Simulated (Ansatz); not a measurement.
# What a change does: single-point calculation on Nb

System: Nb (Fm-3m, 1 atom in the cell).
Method of run A: DFT PBEsol, scalar-relativistic, plane waves, PAW, no spin polarisation (Ansatz 0.2.0).

The structure derives from an entry of the Crystallography Open Database. Text and figures count atoms from 1; the logs count them from 0 in places.

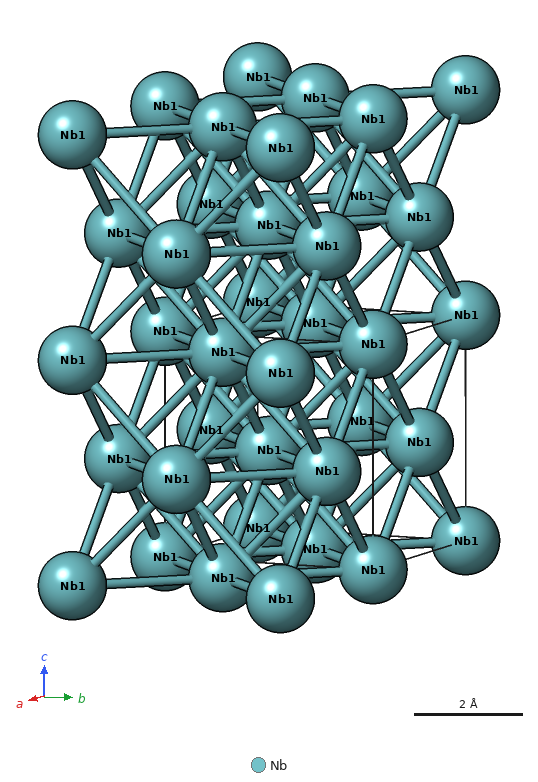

Fig. 1: The structure (ball-and-stick view of the cell 4 times as large as that of the calculation, set on its symmetry axes, repeated 2 × 1 × 2, seen slightly off an axis; atoms are numbered from 1 in the order of the input).

**Input, run A**
```yaml
crystal:
  lattice:
    - [0.0, 2.115, 2.115]
    - [2.115, 0.0, 2.115]
    - [2.115, 2.115, 0.0]
  atoms:
    - { symbol: Nb, position: [0.0, 0.0, 0.0] }
basis:
  ecutwfc: 420
  fft_grid_basis: typed
kpoints:
  mp_grid: { grid: [14, 14, 14] }
hamiltonian:
  xc: pbesol
scf:
  occupations: { method: gaussian, width: 0.05 }
output:
  forces: true
  stress: true
  eigenvalues: true
  bader: true
  write_density: true
  volumetric_format: npy
  elf: true
```

Launched with:
```bash
ansatz run input.yaml --threads 1 --pin off --max-ram 2560MiB --backend cpu --events-out ev --progress --plain --runs-dir out
```

Hardware: 1 thread of Arm Neoverse V1, 24 GiB of memory available, shared host.

**Output, shortened to warnings, some set-up lines, iterations and results (run A)**
```
Basis set: ecut = 420 eV, 339 PW (Γ), exchange–correlation on 40×40×40 points (8 copies of the dense FFT grid, shifted against one another)
Symmetry: 48 space group operations
k-points: 104 of 2744
Initial density: superposition of atomic densities (neutral atoms: chi_scale 0, normalization atom), corrected by the library's trained network
[...]
SCF iter   1: F=—  HF=-4495.087819 eV  |F-HF|=—  |Δ(HF+E_count)|=         —  Δρ=4.25e-3  dr2=1.77e-3  ethr=1.77e-3  ⟨swp⟩=5.1  Hψ=6777  notcnv=0
SCF iter   2: F=—  HF=-4495.087376 eV  |F-HF|=—  |Δ(HF+E_count)|=   4.43e-4  Δρ=1.96e-3  dr2=1.82e-4  ethr=1.36e-5  ⟨swp⟩=2.4  Hψ=2475  notcnv=0
SCF iter   3: F=—  HF=-4495.087394 eV  |F-HF|=—  |Δ(HF+E_count)|=   1.85e-5  Δρ=6.43e-4  dr2=1.99e-5  ethr=1.40e-6  ⟨swp⟩=1.0  Hψ=1100  notcnv=0
SCF iter   4: F=—  HF=-4495.087398 eV  |F-HF|=—  |Δ(HF+E_count)|=   3.67e-6  Δρ=3.91e-5  dr2=1.02e-7  ethr=1.53e-7  ⟨swp⟩=1.4  Hψ=1356  notcnv=0
SCF iter   5: F=-4495.087398 eV  HF=-4495.087398 eV  |F-HF|=2.55e-11  |Δ(HF+E_count)|=   4.45e-8  Δρ=2.48e-6  dr2=3.61e-10  ethr=7.88e-10  ⟨swp⟩=2.0  Hψ=1717  notcnv=0
SCF iter   6: F=-4495.087398 eV  HF=-4495.087398 eV  |F-HF|=0.00e0  |Δ(HF+E_count)|=  7.64e-11  Δρ=3.88e-7  dr2=4.56e-12  ethr=2.78e-12  ⟨swp⟩=2.4  Hψ=3585  notcnv=0
SCF 1 converged in 6 iterations: F = -4495.087398 eV  dr2 = 4.56e-12
SCF converged after 6 iterations
Free energy (F): -4495.087398 eV
Harris-Foulkes:  -4495.087398 eV  (|F-HF|=0.00e0)
Internal energy: -4495.084980 eV  (E = F + TS)
E sigma→0 (E₀):  -4495.086189 eV
Entropy (-TS):   -0.002418 eV (-2.418 meV/atom)
Fermi energy:    17.002498 eV
--- Per-component energies (eV) ---
  E_band       = -81.599146
  E_kinetic    = 393.300064
  E_local      = -723.317172  (includes V_loc(G=0)·N_el)
  E_nonlocal   = 121.303949
  E_hartree    = 223.699090
  E_xc         = -173.800384
  E_vxc        = -211.588634  (∫ρ·V_xc dr)
  E_paw        = -3017.612240  (= ΣΔE_a)
  E_vpaw       = -108.695548  (= ΣTr[D̂ρ^β])
  E_aug_tail   = 0.000007  (compensation charges beyond the density's cutoff)
  E_ewald      = -1318.847003
  E_core_change = 0.188709  (= ΣΔE_core)
  E_smearing   = -0.002418  (= −TS)
  E_closure    = -0.000000  (closes the sum)
  Σ components = -4495.087398   (vs F -4495.087398, Δ=0.00e0)
--- Forces (eV/Å), atoms counted from 1 ---
  atom   1  Nb     0.00000000     0.00000000     0.00000000
  max |Σ_I F_I| component: 3.08e-32 eV/Å
--- Stress (GPa, compression-positive) ---
       -6.984684      -0.000000       0.000000
       -0.000000      -6.984684      -0.000000
       -0.000000      -0.000000      -6.984684
  P = ⅓ Tr σ = -6.9847 GPa (-69.847 kbar)
--- Bader charges: 1 site ---
  site symbol  charge [e]  shift [e]
     0     Nb      0.0000     0.0000
  estimated error of the sums over rays = 7.8e-7 e
```

Run B used a changed input.

**The two runs side by side**

| quantity | run A | run B |
| --- | --- | --- |
| outcome | converged | converged |
| free energy per atom (eV) | −4495.0874 | −4486.5307 |
| energy per atom, smearing taken to zero (eV) | −4495.0862 | −4486.5298 |
| gap on the mesh (eV) | 0.00 | 0.00 |
| pressure (GPa) | −6.98 | −26.36 |
| largest force (eV/Å) | 0.000 | 0.000 |
| SCF iterations | 6 | 6 |
| irreducible k-points | 104 | 104 |
| plane waves at Γ | 339 | 339 |
| wall time (shared host) | 3.8 s | 3.6 s |

Which change of the input explains these differences?

The change (lines with − go, lines with + come):
```diff
+total_charge: -0.5
-  elf: true
```

The total energies belong to different systems, so their difference says nothing on which is more stable or more accurate. The pressure goes from −6.98 to −26.36 GPa. A charged cell is computed with a uniform neutralising background, so its energy and pressure depend on the cell and aren't those of a real crystal. The number of SCF iterations is the same.

**Output, shortened to warnings, some set-up lines, iterations and results (run B)**
```
Basis set: ecut = 420 eV, 339 PW (Γ), exchange–correlation on 40×40×40 points (8 copies of the dense FFT grid, shifted against one another)
Symmetry: 48 space group operations
k-points: 104 of 2744
Initial density: superposition of atomic densities (neutral atoms scaled as one to the charged cell's electrons: chi_scale 0, normalization atom), corrected by the library's trained network
[...]
SCF iter   1: F=—  HF=-4486.953730 eV  |F-HF|=—  |Δ(HF+E_count)|=         —  Δρ=6.98e-2  dr2=1.00e0  ethr=1.77e-3  ⟨swp⟩=5.0  Hψ=6616  notcnv=0
SCF iter   2: F=—  HF=-4486.614499 eV  |F-HF|=—  |Δ(HF+E_count)|=   3.39e-1  Δρ=3.21e-2  dr2=2.25e-1  ethr=1.77e-3  ⟨swp⟩=2.8  Hψ=3045  notcnv=0  defer=22
SCF iter   3: F=—  HF=-4486.529914 eV  |F-HF|=—  |Δ(HF+E_count)|=   8.46e-2  Δρ=2.70e-3  dr2=9.62e-4  ethr=1.67e-3  ⟨swp⟩=2.1  Hψ=2184  notcnv=0  defer=22
SCF iter   4: F=—  HF=-4486.530723 eV  |F-HF|=—  |Δ(HF+E_count)|=   8.09e-4  Δρ=2.39e-4  dr2=2.99e-6  ethr=7.13e-6  ⟨swp⟩=2.1  Hψ=1821  notcnv=0  defer=21
SCF iter   5: F=—  HF=-4486.530728 eV  |F-HF|=—  |Δ(HF+E_count)|=   4.86e-6  Δρ=2.34e-5  dr2=2.27e-8  ethr=2.22e-8  ⟨swp⟩=2.2  Hψ=1808  notcnv=0  defer=20
SCF iter   6: F=-4486.530728 eV  HF=-4486.530728 eV  |F-HF|=4.46e-11  |Δ(HF+E_count)|=   2.08e-9  Δρ=6.28e-7  dr2=8.39e-11  ethr=1.68e-10  ⟨swp⟩=3.2  Hψ=3822  notcnv=0
SCF 1 converged in 6 iterations: F = -4486.530728 eV  dr2 = 8.39e-11
SCF converged after 6 iterations
Free energy (F): -4486.530728 eV
Harris-Foulkes:  -4486.530728 eV  (|F-HF|=4.46e-11)
Internal energy: -4486.528865 eV  (E = F + TS)
E sigma→0 (E₀):  -4486.529796 eV
Entropy (-TS):   -0.001863 eV (-1.863 meV/atom)
Fermi energy:    17.257783 eV
--- Per-component energies (eV) ---
  E_band       = -72.464436
  E_kinetic    = 405.533212
  E_local      = -724.964944  (includes V_loc(G=0)·N_el)
  E_nonlocal   = 123.956170
  E_hartree    = 226.504807
  E_xc         = -179.772573
  E_vxc        = -219.416935  (∫ρ·V_xc dr)
  E_paw        = -3019.127249  (= ΣΔE_a)
  E_vpaw       = -110.581344  (= ΣTr[D̂ρ^β])
  E_aug_tail   = 0.000007  (compensation charges beyond the density's cutoff)
  E_ewald      = -1318.847003
  E_core_change = 0.188709  (= ΣΔE_core)
  E_smearing   = -0.001863  (= −TS)
  E_closure    = -0.000000  (closes the sum)
  E_deformation_potential = -12.412569  (in the stress; not in F)
  Σ components = -4486.530728   (vs F -4486.530728, Δ=0.00e0)
--- Forces (eV/Å), atoms counted from 1 ---
  atom   1  Nb     0.00000000     0.00000000     0.00000000
  max |Σ_I F_I| component: 6.16e-32 eV/Å
--- Stress (GPa, compression-positive) ---
      -26.359427       0.000000       0.000000
        0.000000     -26.359427      -0.000000
       -0.000000       0.000000     -26.359427
  P = ⅓ Tr σ = -26.3594 GPa (-263.594 kbar)
--- Bader charges: 1 site ---
  site symbol  charge [e]  shift [e]
     0     Nb     -0.5000     0.0000
  estimated error of the sums over rays = 8.1e-7 e
```

For run A: The cell is under a tension of 7.0 GPa at this level, so it is not at its equilibrium volume.
